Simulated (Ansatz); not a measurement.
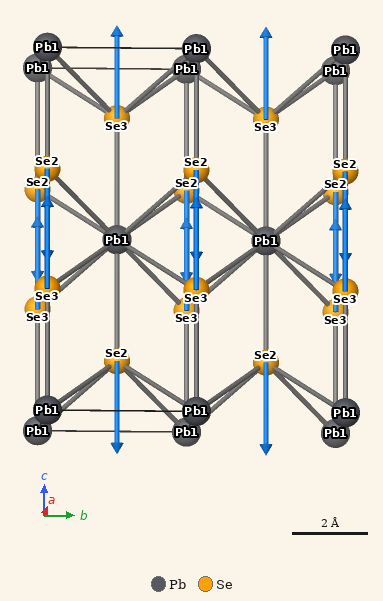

This is a relaxation of a crystal of PbSe₂ (built on the MoSi2 (C11b)_139 type) (coarse preliminary run). The starting structure is drawn; blue arrows show the displacements (the part carried along by the change of the cell is left out), magnified 5 times.

The picture is a ball-and-stick view of the conventional cell (2 times the calculation's cell), repeated 1 × 2 × 1 with one cell outlined, seen from a free direction. Lengths and directions refer to the drawn axes.

Case: MoSi2 (C11b) type (I4/mmm, No. 139).

Computed with Ansatz, DFT r2SCAN, scalar-relativistic, plane waves, PAW. Set-up: plane-wave cutoff 500 eV; k-point mesh 6 × 6 × 6; occupations gaussian; smearing width 0.1 eV; no spin polarisation; cell and atoms relaxed; force threshold 0.04 eV/Å; at most 70 steps.

> Describe the change and its energy.

The largest moves relative to the cell, 0.51 Å, are those of Se2 and Se3. Se2 goes along −c. Pb stays in place. The drawn cell changes as follows: a = b 4.033 → 4.145 Å (+2.8 %), c 9.894 → 10.409 Å (+5.2 %); the volume changes by +11.1 %. Some distances before and after: Se2–Se3 3.265 → 2.419 Å, Se2–Se3 (another image) 3.311 → 4.044 Å, Pb1–Se2 3.315 → 3.995 Å, Pb1–Se2 (another image) 3.286 → 3.171 Å. New bonds form: Se2–Se3 (3.27 → 2.42 Å). Among the angles between lasting bonds that change: Pb1–Se3–Pb1 120.4° → 135.2°, Pb1–Se3–Pb1 75.7° → 81.6°. The space group stays I4/mmm (No. 139). After 7 accepted moves (9 points after the start) the energy has fallen by 1.072 eV per cell of the calculation. The largest force component goes from 0.58 to 0.0019 eV/Å. Pressure: −2.91 GPa at the start and 0.00 GPa at the end. The line search rejected the trial step at point 3 of the run. The SCF was repeated once at an unchanged geometry on a basis and grid sized afresh for the cell, which shifted the energy by 0.5 meV per cell of the calculation at most. The run took 2.1 min on 1 thread of Arm Neoverse V1, on a shared host, peak memory 0.59 GiB.
